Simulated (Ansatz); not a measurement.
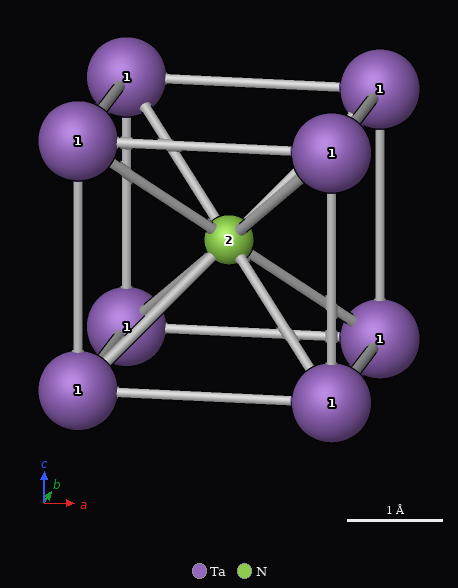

*The structure as given in the input (ball-and-stick view of the cell of the calculation, seen slightly off an axis; atoms are numbered from 1 in the order of the input).*

# Run report: TaN, geometry relaxation (part 1 of 2)

System: TaN (2 atoms in the cell).
Method: DFT, PBE, PAW with Ansatz's default frozen-core files, scalar-relativistic, no spin polarisation (Ansatz 0.2.0).

The structure was built on a prototype by a generator; it need not be a known phase. Its volume is 0.93 times that of the source entry. It belongs to a series of runs on one base structure; here: CsCl relaxed under pressure, PAW files. Figures and captions count atoms from 1; the log counts them from 0 in places.

Output
```
Engine: ansatz 0.2.0, x86_64-unknown-linux-gnu
Pseudopotentials: kind: paw
Pseudopotential: Ta, paw, valence charge 13, recommended cutoff 420 eV (normal), Ta.paw.azcp
Pseudopotential: N, paw, valence charge 5, recommended cutoff 420 eV (normal), N.paw.azcp
Functional definition: PBE
  parameter kappa = 0.804
  parameter beta = 0.06672455060314922
  exchange = pbe_x(kappa = kappa, mu = beta*pi^2/3)
  correlation = pbe_c(beta = beta)
Crystal: 2 atoms, lattice volume = 20.042 Å³
Basis set: ecut = 420 eV, 389 PW (Γ), exchange–correlation on 40×40×40 points (8 copies of the dense FFT grid, shifted against one another)
Bands: 13, of which v1, the nominal top of the filled ones, is band 9 counted from 1 (8 counted from 0)
Symmetry: 48 space group operations
Space group: Pm-3m (ITA 221), of the structure as read, at distance tolerance 2.7e-5 Å
k-points: 120 of 2744
Non-local potential: Ta, projectors of the file, l = 0: 3, l = 1: 2, l = 2: 2, l = 3: 1
Non-local potential: N, projectors of the file, l = 0: 2, l = 1: 2, l = 2: 1
PAW form: soft (Blöchl's): semilocal exchange-correlation on the pseudo side does not see the compensation charge
PAW one-centre angular grid: Ta, 590 points (default); XC on 64 Gauss nodes
PAW one-centre angular grid: N, 110 points (default); XC on 64 Gauss nodes
Initial density: superposition of atomic densities (neutral atoms: chi_scale 0, normalization atom), corrected by the library's trained network
Initial wavefunctions: pseudopotential atomic-orbital guess
Functional: x = pbe(κ = 0.804, μ = 0.2195149727645171), c = pbe(β = 0.06672455060314922)
SCF iter   1: F=—  HF=-10316.924498 eV  |F-HF|=—  |Δ(HF+E_count)|=         —  Δρ=1.10e-2  dr2=3.04e-2  ethr=1.77e-3  ⟨swp⟩=5.8  Hψ=7724  notcnv=0
preconditioner: auto → none  [insulator: Δε(μ)=0.230 eV  Ē_g=10.829 eV  σ=0.080 eV  W_gap=0.53  n_scr=6 (ndim 8)  ℏωp=26.2 eV  f_vac=0.000  D(μ)=0.11/eV (n_scr^D=0)  ε∞_Penn≈6.9]
SCF iter   2: F=—  HF=-10316.918755 eV  |F-HF|=—  |Δ(HF+E_count)|=   5.74e-3  Δρ=5.15e-3  dr2=5.21e-3  ethr=1.69e-4  ⟨swp⟩=1.0  Hψ=2521  notcnv=0
SCF iter   3: F=—  HF=-10316.917691 eV  |F-HF|=—  |Δ(HF+E_count)|=   1.06e-3  Δρ=3.92e-4  dr2=1.73e-5  ethr=2.89e-5  ⟨swp⟩=2.0  Hψ=1937  notcnv=0
SCF iter   4: F=—  HF=-10316.917715 eV  |F-HF|=—  |Δ(HF+E_count)|=   2.43e-5  Δρ=4.91e-5  dr2=1.07e-7  ethr=9.60e-8  ⟨swp⟩=2.1  Hψ=2241  notcnv=0
iter 5 did not close the SCF: its close was put off for the readings that it lacked (scf_convergence_deferred on its scf_iter line)
SCF iter   5: F=-10316.917715 eV  HF=-10316.917715 eV  |F-HF|=2.95e-10  |Δ(HF+E_count)|=   1.21e-7  Δρ=1.17e-5  dr2=1.12e-8  ethr=5.94e-10  ⟨swp⟩=2.1  Hψ=2463  notcnv=0
SCF iter   6: F=-10316.917715 eV  HF=-10316.917715 eV  |F-HF|=3.40e-10  |Δ(HF+E_count)|=   3.29e-9  Δρ=1.61e-6  dr2=4.12e-10  ethr=6.21e-11  ⟨swp⟩=5.4  Hψ=8693  notcnv=0
SCF 1 converged in 6 iterations: F = -10316.917715 eV  dr2 = 4.12e-10
  greatest PAW one-centre occupation: 0.999 electrons in one spin orbital (limit 2), on the Ta atom at site 0 (counted from 0), in its partial waves of l = 0
relax step   1: F+E_penalty+E_count = -10316.91771533 eV  Δ(F+E_penalty+E_count) = +0.000e0 eV  max|allowed force component| = 5.654e-30 eV/Å  Δτ_max = 0.0000 Å  P = +12.550 GPa  Ω = 20.042 Å³  (6 SCF iters, dr2 threshold 1.00e-7 eV, accepted)
Crystal: 2 atoms, lattice volume = 21.130 Å³
Basis set: ecut = 420 eV, 437 PW (Γ), exchange–correlation on 40×40×40 points (8 copies of the dense FFT grid, shifted against one another)
Initial density: handed on by an earlier stage of this run
Initial wavefunctions: those handed on with the density
iter 1 solved again at ethr=3.09e-5 eV; its pass at ethr=3.10e-3 eV (dr2=5.57e-3 eV) is discarded
SCF iter   1: F=—  HF=-10316.937899 eV  |F-HF|=—  |Δ(HF+E_count)|=         —  Δρ=5.89e-3  dr2=5.48e-3  ethr=3.09e-5  ⟨swp⟩=1.1  Hψ=9939  notcnv=0
preconditioner: auto → none  [metal: Δε(μ)=0.177 eV  Ē_g=10.239 eV  σ=0.080 eV  W_gap=0.47  n_scr=6 (ndim 8)  ℏωp=25.5 eV  f_vac=0.000  D(μ)=0.14/eV (n_scr^D=0)]
SCF iter   2: F=—  HF=-10316.936942 eV  |F-HF|=—  |Δ(HF+E_count)|=   9.57e-4  Δρ=1.90e-3  dr2=5.55e-4  ethr=3.04e-5  ⟨swp⟩=2.2  Hψ=1995  notcnv=0
SCF iter   3: F=—  HF=-10316.936981 eV  |F-HF|=—  |Δ(HF+E_count)|=   3.88e-5  Δρ=3.61e-4  dr2=1.18e-5  ethr=3.08e-6  ⟨swp⟩=2.0  Hψ=1975  notcnv=0
SCF iter   4: F=—  HF=-10316.937040 eV  |F-HF|=—  |Δ(HF+E_count)|=   5.89e-5  Δρ=3.72e-5  dr2=2.02e-7  ethr=6.56e-8  ⟨swp⟩=2.5  Hψ=2135  notcnv=0
iter 5 did not close the SCF: its close was put off for the readings that it lacked (scf_convergence_deferred on its scf_iter line)
SCF iter   5: F=-10316.937040 eV  HF=-10316.937040 eV  |F-HF|=1.56e-9  |Δ(HF+E_count)|=   7.86e-9  Δρ=5.14e-6  dr2=4.38e-9  ethr=1.12e-9  ⟨swp⟩=2.7  Hψ=2583  notcnv=0
SCF iter   6: F=-10316.937040 eV  HF=-10316.937040 eV  |F-HF|=4.18e-11  |Δ(HF+E_count)|=  1.64e-10  Δρ=5.35e-7  dr2=4.92e-11  ethr=2.43e-11  ⟨swp⟩=4.9  Hψ=8221  notcnv=0
SCF 2 converged in 6 iterations: F = -10316.937040 eV  dr2 = 4.92e-11
relax step   2: F+E_penalty+E_count = -10316.93703994 eV  Δ(F+E_penalty+E_count) = -1.932e-2 eV  max|allowed force component| = 8.152e-30 eV/Å  Δτ_max = 0.0000 Å  P = -5.129 GPa  Ω = 21.130 Å³  energy of the carried Pulay correction = -3.134e-3 eV  (6 SCF iters, dr2 threshold 2.00e-7 eV, accepted)
Crystal: 2 atoms, lattice volume = 20.808 Å³
iter 1 solved again at ethr=2.50e-6 eV; its pass at ethr=3.10e-3 eV (dr2=4.50e-4 eV) is discarded
SCF iter   1: F=—  HF=-10316.943586 eV  |F-HF|=—  |Δ(HF+E_count)|=         —  Δρ=1.62e-3  dr2=3.97e-4  ethr=2.50e-6  ⟨swp⟩=2.0  Hψ=9727  notcnv=0
preconditioner: auto → none  [insulator: Δε(μ)=0.204 eV  Ē_g=10.389 eV  σ=0.080 eV  W_gap=0.52  n_scr=6 (ndim 8)  ℏωp=25.7 eV  f_vac=0.000  D(μ)=0.13/eV (n_scr^D=0)  ε∞_Penn≈7.1]
SCF iter   2: F=—  HF=-10316.943517 eV  |F-HF|=—  |Δ(HF+E_count)|=   6.88e-5  Δρ=5.21e-4  dr2=3.89e-5  ethr=2.21e-6  ⟨swp⟩=2.0  Hψ=2008  notcnv=0
SCF iter   3: F=—  HF=-10316.943561 eV  |F-HF|=—  |Δ(HF+E_count)|=   4.45e-5  Δρ=1.03e-4  dr2=9.63e-7  ethr=2.16e-7  ⟨swp⟩=2.0  Hψ=1994  notcnv=0
iter 4 did not close the SCF: its close was put off for the readings that it lacked (scf_convergence_deferred on its scf_iter line)
SCF iter   4: F=-10316.943562 eV  HF=-10316.943562 eV  |F-HF|=2.36e-8  |Δ(HF+E_count)|=   7.67e-7  Δρ=1.50e-5  dr2=3.72e-8  ethr=5.35e-9  ⟨swp⟩=2.1  Hψ=2172  notcnv=0
iter 5 did not close the SCF: its close was put off for the readings that it lacked (scf_convergence_deferred on its scf_iter line)
SCF iter   5: F=-10316.943562 eV  HF=-10316.943562 eV  |F-HF|=1.18e-9  |Δ(HF+E_count)|=   9.51e-9  Δρ=3.21e-6  dr2=1.82e-9  ethr=2.06e-10  ⟨swp⟩=2.3  Hψ=2514  notcnv=0
SCF iter   6: F=-10316.943562 eV  HF=-10316.943562 eV  |F-HF|=2.36e-11  |Δ(HF+E_count)|=  5.91e-10  Δρ=4.70e-7  dr2=2.96e-11  ethr=1.01e-11  ⟨swp⟩=5.0  Hψ=8193  notcnv=0
SCF 3 converged in 6 iterations: F = -10316.943562 eV  dr2 = 2.96e-11
relax step   3: F+E_penalty+E_count = -10316.94356221 eV  Δ(F+E_penalty+E_count) = -6.522e-3 eV  max|allowed force component| = 6.903e-31 eV/Å  Δτ_max = 0.0000 Å  P = -0.393 GPa  Ω = 20.808 Å³  energy of the carried Pulay correction = -2.224e-3 eV  (6 SCF iters, dr2 threshold 2.00e-7 eV, accepted)
Crystal: 2 atoms, lattice volume = 20.788 Å³
iter 1 solved again at ethr=1.06e-8 eV; its pass at ethr=3.10e-3 eV (dr2=1.91e-6 eV) is discarded
SCF iter   1: F=—  HF=-10316.943610 eV  |F-HF|=—  |Δ(HF+E_count)|=         —  Δρ=1.05e-4  dr2=1.67e-6  ethr=1.06e-8  ⟨swp⟩=2.0  Hψ=9462  notcnv=0
preconditioner: auto → none  [insulator: Δε(μ)=0.202 eV  Ē_g=10.397 eV  σ=0.080 eV  W_gap=0.52  n_scr=6 (ndim 8)  ℏωp=25.8 eV  f_vac=0.000  D(μ)=0.13/eV (n_scr^D=0)  ε∞_Penn≈7.1]
iter 2 did not close the SCF: its close was put off for the readings that it lacked (scf_convergence_deferred on its scf_iter line)
SCF iter   2: F=-10316.943650 eV  HF=-10316.943650 eV  |F-HF|=5.49e-8  |Δ(HF+E_count)|=   3.97e-5  Δρ=3.39e-5  dr2=1.68e-7  ethr=9.28e-9  ⟨swp⟩=2.1  Hψ=2032  notcnv=0
iter 3 did not close the SCF: its close was put off for the readings that it lacked (scf_convergence_deferred on its scf_iter line)
SCF iter   3: F=-10316.943650 eV  HF=-10316.943650 eV  |F-HF|=2.72e-9  |Δ(HF+E_count)|=   1.17e-8  Δρ=6.52e-6  dr2=3.66e-9  ethr=9.32e-10  ⟨swp⟩=2.0  Hψ=2010  notcnv=0
iter 4 did not close the SCF: its close was put off for the readings that it lacked (scf_convergence_deferred on its scf_iter line)
SCF iter   4: F=-10316.943650 eV  HF=-10316.943650 eV  |F-HF|=9.09e-11  |Δ(HF+E_count)|=   3.13e-9  Δρ=9.66e-7  dr2=1.58e-10  ethr=2.03e-11  ⟨swp⟩=2.2  Hψ=2232  notcnv=0
iter 5 did not close the SCF: its close was put off for the readings that it lacked (scf_convergence_deferred on its scf_iter line)
SCF iter   5: F=-10316.943650 eV  HF=-10316.943650 eV  |F-HF|=5.46e-12  |Δ(HF+E_count)|=  2.55e-11  Δρ=1.96e-7  dr2=7.48e-12  ethr=1.00e-12  ⟨swp⟩=2.7  Hψ=2530  notcnv=0
SCF iter   6: F=-10316.943650 eV  HF=-10316.943650 eV  |F-HF|=3.64e-12  |Δ(HF+E_count)|=    0.00e0  Δρ=2.90e-8  dr2=1.12e-13  ethr=1.00e-12  ⟨swp⟩=4.5  Hψ=6463  notcnv=0
SCF 4 converged in 6 iterations: F = -10316.943650 eV  dr2 = 1.12e-13
relax step   4: F+E_penalty+E_count = -10316.94364994 eV  Δ(F+E_penalty+E_count) = -8.773e-5 eV  max|allowed force component| = 1.348e-30 eV/Å  Δτ_max = 0.0000 Å  P = -0.083 GPa  Ω = 20.788 Å³  energy of the carried Pulay correction = -2.167e-3 eV  (6 SCF iters, dr2 threshold 2.00e-7 eV, accepted)
Initial wavefunctions: pseudopotential atomic-orbital guess (no wavefunctions were taken with the density)
iter 1 solved again at ethr=1.01e-7 eV; its pass at ethr=3.10e-3 eV (dr2=1.83e-5 eV) is discarded
SCF iter   1: F=—  HF=-10316.946129 eV  |F-HF|=—  |Δ(HF+E_count)|=         —  Δρ=3.88e-4  dr2=2.04e-6  ethr=1.01e-7  ⟨swp⟩=3.0  Hψ=12172  notcnv=0
preconditioner: auto → none  [insulator: Δε(μ)=0.201 eV  Ē_g=10.397 eV  σ=0.080 eV  W_gap=0.52  n_scr=6 (ndim 8)  ℏωp=25.8 eV  f_vac=0.000  D(μ)=0.13/eV (n_scr^D=0)  ε∞_Penn≈7.1]
SCF iter   2: F=—  HF=-10316.946205 eV  |F-HF|=—  |Δ(HF+E_count)|=   7.69e-5  Δρ=1.90e-4  dr2=3.52e-7  ethr=1.13e-8  ⟨swp⟩=2.1  Hψ=2011  notcnv=0
SCF iter   3: F=—  HF=-10316.946218 eV  |F-HF|=—  |Δ(HF+E_count)|=   1.28e-5  Δρ=2.10e-5  dr2=5.33e-9  ethr=1.95e-9  ⟨swp⟩=2.0  Hψ=2078  notcnv=0
SCF iter   4: F=—  HF=-10316.946218 eV  |F-HF|=—  |Δ(HF+E_count)|=   1.51e-7  Δρ=1.01e-6  dr2=9.02e-11  ethr=2.96e-11  ⟨swp⟩=2.1  Hψ=2332  notcnv=0
iter 5 did not close the SCF: its close was put off for the readings that it lacked (scf_convergence_deferred on its scf_iter line)
SCF iter   5: F=-10316.946218 eV  HF=-10316.946218 eV  |F-HF|=7.28e-12  |Δ(HF+E_count)|=  4.55e-11  Δρ=2.60e-7  dr2=4.59e-12  ethr=1.00e-12  ⟨swp⟩=2.5  Hψ=2479  notcnv=0
SCF iter   6: F=-10316.946218 eV  HF=-10316.946218 eV  |F-HF|=3.64e-12  |Δ(HF+E_count)|=  1.09e-11  Δρ=1.19e-8  dr2=2.10e-14  ethr=1.00e-12  ⟨swp⟩=4.0  Hψ=6246  notcnv=0
SCF 5 converged in 6 iterations: F = -10316.946218 eV  dr2 = 2.10e-14
relax step   5: F+E_penalty+E_count = -10316.94621830 eV  Δ(F+E_penalty+E_count) = -2.568e-3 eV  max|allowed force component| = 1.512e-30 eV/Å  Δτ_max = 0.0000 Å  P = +0.094 GPa  Ω = 20.788 Å³  stress off target by 1.85e-1 GPa  SCF on the basis re-selected at this cell (its energy is not comparable with the rows above)  (6 SCF iters)
basis re-selected at this cell: Δ(F+E_penalty+E_count) = -2.568e-3 eV, ΔP = +0.177 GPa vs the last step (what re-selecting the basis moved, of the pressure what is left beyond the Pulay correction that the steps carried, after the strain that the cell walked since its last selection, with what the two solves' SCF thresholds leave and, on support functions, any second-order correction that the steps lacked; it is no measure of the basis error at this ecutwfc). This SCF's stress stands 1.85e-1 GPa from its target on what of the cell is left free (relax.cell.stress_tol is 3.00e-2 GPa) and its largest allowed force component is 1.51e-30 eV/Å (relax.f_tol is 5.00e-3 eV/Å): not within both, so this SCF does not close the relaxation
Crystal: 2 atoms, lattice volume = 20.800 Å³
iter 1 solved again at ethr=3.78e-9 eV; its pass at ethr=3.10e-3 eV (dr2=6.80e-7 eV) is discarded
SCF iter   1: F=—  HF=-10316.946145 eV  |F-HF|=—  |Δ(HF+E_count)|=         —  Δρ=6.23e-5  dr2=5.93e-7  ethr=3.78e-9  ⟨swp⟩=2.0  Hψ=9451  notcnv=0
preconditioner: auto → none  [insulator: Δε(μ)=0.201 eV  Ē_g=10.391 eV  σ=0.080 eV  W_gap=0.52  n_scr=6 (ndim 8)  ℏωp=25.7 eV  f_vac=0.000  D(μ)=0.13/eV (n_scr^D=0)  ε∞_Penn≈7.1]
iter 2 did not close the SCF: its close was put off for the readings that it lacked (scf_convergence_deferred on its scf_iter line)
SCF iter   2: F=-10316.946185 eV  HF=-10316.946185 eV  |F-HF|=1.70e-8  |Δ(HF+E_count)|=   4.00e-5  Δρ=1.99e-5  dr2=5.72e-8  ethr=3.30e-9  ⟨swp⟩=2.0  Hψ=2015  notcnv=0
iter 3 did not close the SCF: its close was put off for the readings that it lacked (scf_convergence_deferred on its scf_iter line)
SCF iter   3: F=-10316.946185 eV  HF=-10316.946185 eV  |F-HF|=9.15e-10  |Δ(HF+E_count)|=   4.72e-9  Δρ=3.94e-6  dr2=1.41e-9  ethr=3.18e-10  ⟨swp⟩=2.0  Hψ=1999  notcnv=0
iter 4 did not close the SCF: its close was put off for the readings that it lacked (scf_convergence_deferred on its scf_iter line)
SCF iter   4: F=-10316.946185 eV  HF=-10316.946185 eV  |F-HF|=2.73e-11  |Δ(HF+E_count)|=   1.13e-9  Δρ=5.49e-7  dr2=5.15e-11  ethr=7.81e-12  ⟨swp⟩=2.2  Hψ=2160  notcnv=0
iter 5 did not close the SCF: its close was put off for the readings that it lacked (scf_convergence_deferred on its scf_iter line)
SCF iter   5: F=-10316.946185 eV  HF=-10316.946185 eV  |F-HF|=1.82e-12  |Δ(HF+E_count)|=  1.09e-11  Δρ=1.09e-7  dr2=1.97e-12  ethr=1.00e-12  ⟨swp⟩=1.9  Hψ=2151  notcnv=0
SCF iter   6: F=-10316.946185 eV  HF=-10316.946185 eV  |F-HF|=1.82e-12  |Δ(HF+E_count)|=  1.82e-12  Δρ=1.50e-8  dr2=2.84e-14  ethr=1.00e-12  ⟨swp⟩=4.1  Hψ=6261  notcnv=0
SCF 6 converged in 6 iterations: F = -10316.946185 eV  dr2 = 2.84e-14
relax step   6: F+E_penalty+E_count = -10316.94618472 eV  Δ(F+E_penalty+E_count) = +3.358e-5 eV  max|allowed force component| = 1.433e-29 eV/Å  Δτ_max = 0.0000 Å  P = -0.089 GPa  Ω = 20.800 Å³  energy of the carried Pulay correction = -3.376e-5 eV  (6 SCF iters, accepted)
iter 1 solved again at ethr=7.38e-8 eV; its pass at ethr=3.10e-3 eV (dr2=1.33e-5 eV) is discarded
SCF iter   1: F=—  HF=-10316.946187 eV  |F-HF|=—  |Δ(HF+E_count)|=         —  Δρ=4.29e-6  dr2=4.79e-10  ethr=7.38e-8  ⟨swp⟩=3.1  Hψ=12346  notcnv=0
eigensolver tolerance schedule: the retry pair's looser diagonalisation over-reported the residual by 27725.33 of it (diagonalisation noise at 1.94 of the residual, at the tolerance the schedule requests for it); recorded, not acted on — ethr = c·dr2/N_el stays at c = 1.0e-1
preconditioner: auto → none  [insulator: Δε(μ)=0.201 eV  Ē_g=10.392 eV  σ=0.080 eV  W_gap=0.52  n_scr=6 (ndim 8)  ℏωp=25.7 eV  f_vac=0.000  D(μ)=0.13/eV (n_scr^D=0)  ε∞_Penn≈7.1]
SCF iter   2: F=—  HF=-10316.946227 eV  |F-HF|=—  |Δ(HF+E_count)|=   4.05e-5  Δρ=1.74e-6  dr2=1.13e-10  ethr=2.66e-12  ⟨swp⟩=3.2  Hψ=3512  notcnv=0
SCF iter   3: F=—  HF=-10316.946227 eV  |F-HF|=—  |Δ(HF+E_count)|=  2.35e-10  Δρ=4.35e-7  dr2=1.10e-11  ethr=1.00e-12  ⟨swp⟩=2.0  Hψ=2084  notcnv=0
iter 4 did not close the SCF: its close was put off for the readings that it lacked (scf_convergence_deferred on its scf_iter line)
SCF iter   4: F=-10316.946227 eV  HF=-10316.946227 eV  |F-HF|=3.64e-12  |Δ(HF+E_count)|=  1.27e-11  Δρ=1.58e-7  dr2=1.70e-12  ethr=1.00e-12  ⟨swp⟩=1.0  Hψ=1560  notcnv=0
iter 5 did not close the SCF: its close was put off for the readings that it lacked (scf_convergence_deferred on its scf_iter line)
SCF iter   5: F=-10316.946227 eV  HF=-10316.946227 eV  |F-HF|=7.28e-12  |Δ(HF+E_count)|=  9.09e-12  Δρ=3.02e-8  dr2=5.96e-14  ethr=1.00e-12  ⟨swp⟩=1.0  Hψ=1560  notcnv=0
iter 6 did not close the SCF: its close was put off for the readings that it lacked (scf_convergence_deferred on its scf_iter line)
SCF iter   6: F=-10316.946227 eV  HF=-10316.946227 eV  |F-HF|=1.82e-12  |Δ(HF+E_count)|=  7.28e-12  Δρ=9.81e-9  dr2=7.08e-15  ethr=1.00e-12  ⟨swp⟩=1.0  Hψ=1560  notcnv=0
iter 7 did not close the SCF: its close was put off for the readings that it lacked (scf_convergence_deferred on its scf_iter line)
SCF iter   7: F=-10316.946227 eV  HF=-10316.946227 eV  |F-HF|=1.82e-12  |Δ(HF+E_count)|=    0.00e0  Δρ=3.79e-9  dr2=8.39e-16  ethr=1.00e-12  ⟨swp⟩=1.0  Hψ=1560  notcnv=0
SCF iter   8: F=-10316.946227 eV  HF=-10316.946227 eV  |F-HF|=1.09e-11  |Δ(HF+E_count)|=  5.46e-12  Δρ=1.66e-9  dr2=1.85e-16  ethr=1.00e-12  ⟨swp⟩=1.9  Hψ=4018  notcnv=0
SCF 7 converged in 8 iterations: F = -10316.946227 eV  dr2 = 1.85e-16
relax step   7: F+E_penalty+E_count = -10316.94622745 eV  Δ(F+E_penalty+E_count) = -4.272e-5 eV  max|allowed force component| = 4.339e-30 eV/Å  Δτ_max = 0.0000 Å  P = -0.088 GPa  Ω = 20.800 Å³  stress off target by 3.14e-3 GPa  SCF on the basis re-selected at this cell (its energy is not comparable with the rows above)  (8 SCF iters)
```

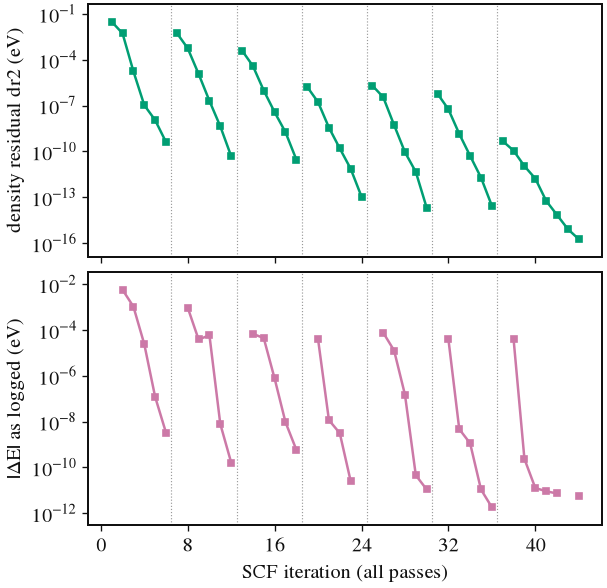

*Convergence of the self-consistent field: density residual dr2 and size of the energy change against the SCF iteration. The dotted lines part the SCF passes of the relaxation: geometry steps, rejected trials and re-solves on a re-selected basis.*

The 7 passes take 6 to 8 iterations each, 44 in all.
